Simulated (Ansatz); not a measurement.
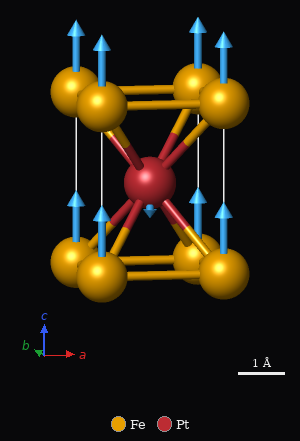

Phonons of solid FePt (a generated structure), space group P4/mmm (No. 123), at the zone centre. The optical levels lie at 157 (×2), 226 cm⁻¹. One mode is drawn. Displacements are drawn as blue arrows; their common scale and sign are arbitrary. A ball-and-stick model of the cell of the calculation, seen slightly off an axis.

The calculation used DFT PBE, scalar-relativistic, plane waves, PAW (Ansatz). (plane-wave cutoff 420 eV; k-point mesh 20 × 20 × 14; occupations gaussian; smearing width 0.2 eV; collinear spin)

The frequencies depend somewhat on the k-mesh and the smearing.

To which level does it belong?

The level at 226 cm⁻¹. This is the A₂u mode, the highest optical level, infrared-active by symmetry. The Fe sublattice moves against the Pt sublattice, along c; the kinetic energy is shared as Fe 78 %, Pt 22 %. The crystal is a metal, so free carriers screen the infrared response.
